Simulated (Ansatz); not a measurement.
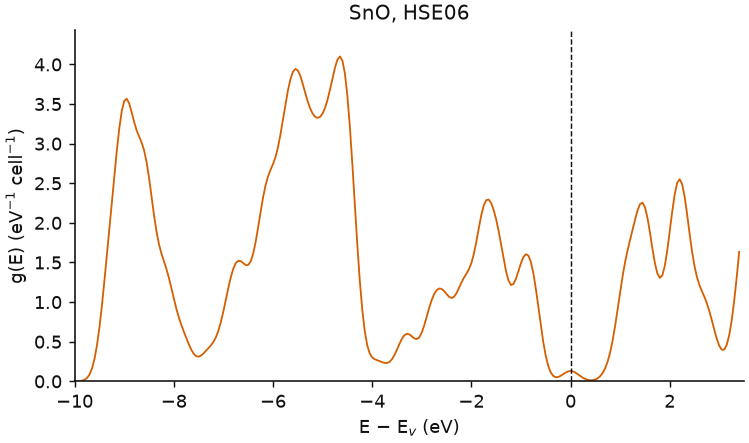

Density of states. Energies are counted from the top of the valence band. The curve is built from the levels of the k mesh with Gaussians 0.4 eV wide, which also blur the band edges.

Input of the run:

```
crystal:
  lattice:
    - [4.125499258, 0.0, 0.0]
    - [-2.062749629, 3.5727871607, 0.0]
    - [0.0, 0.0, 5.1854030836]
  atoms:
    - { symbol: Sn, position: [0.3333333333, 0.6666666667, 0.25] }
    - { symbol: Sn, position: [0.6666666667, 0.3333333333, 0.75] }
    - { symbol: O, position: [0.6666666667, 0.3333333333, 0.25] }
    - { symbol: O, position: [0.3333333333, 0.6666666667, 0.75] }
kpoints:
  mp_grid: { grid: [6, 6, 4] }
  band_path:
    path:
      - [0.0, 0.0, 0.0]
      - [0.5, 0.0, 0.0]
      - [0.3333333333, 0.3333333333, 0.0]
      - [0.0, 0.0, 0.5]
      - [0.5, 0.0, 0.5]
      - [0.3333333333, 0.3333333333, 0.5]
    npoints: 1
hamiltonian:
  xc: hse06
scf:
  occupations: { method: fixed }
  n_extra_bands: 5
output:
  forces: true
  stress: true
  eigenvalues: true
```

Metal or insulator, going by the density of states?

Answer. There is a gap; over the k points computed it is 0.83 eV (direct among those points).
